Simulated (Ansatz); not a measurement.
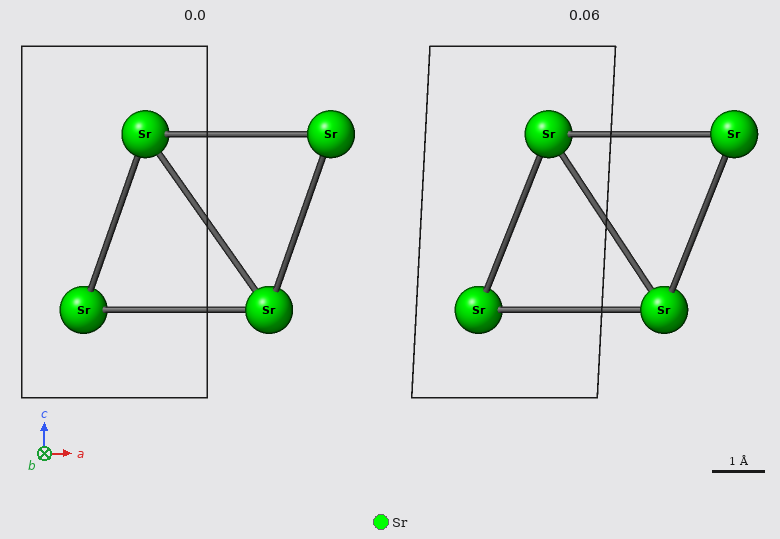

Solid Sr (set up in P6_3/mmc), under shear of c along a (cell held, atoms relaxed), with energies (extrapolated to zero smearing) counted from the relaxed crystal, which is the row at zero. The picture shows the first and the last member. A ball-and-stick model of the cell of the calculation, repeated 2 × 1 × 1 with one cell outlined, seen along the b axis.

Computed with Ansatz 0.2.0: DFT PBEsol, scalar-relativistic, plane waves, PAW. Settings: plane-wave cutoff 420 eV; k-point mesh 12 × 12 × 8; occupations gaussian; smearing width 0.1 eV; no spin polarisation; atoms relaxed in a fixed cell; force threshold 0.008 eV/Å.

```
strain  energy (meV/atom)  a (Å)  c (Å)
   0.0               0.00  4.195  6.879
  0.01               0.11  4.195  6.879
  0.02               0.45  4.195  6.880
  0.03                  ?      ?      ?
  0.04               1.79  4.195  6.884
  0.06               3.84  4.195  6.891
```

### Fill in the missing row.

A parabola through three neighbouring rows (0.01, 0.02, 0.04) gives, with Lagrange weights, (−0.3333)(0.11) + (1.0000)(0.45) + (0.3333)(1.79) = 1.01 meV/atom. The calculation gives 1.01 meV/atom (a = 4.195 Å, c = 6.882 Å). The estimate is right to the digits shown. From the first member to the last: Sr–Sr 4.206 → 4.324 Å, Sr–Sr 4.206 → 4.119 Å, Sr–Sr 4.206 → 4.189 Å.

The whole series:

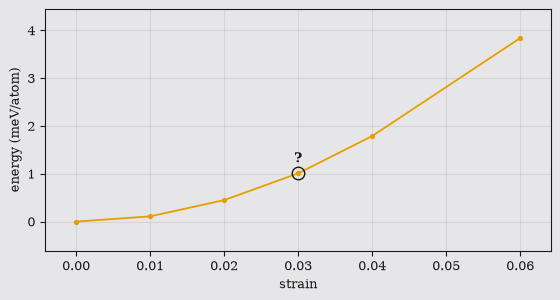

Each member starts from this one structure; whether another phase lies lower wasn't checked.
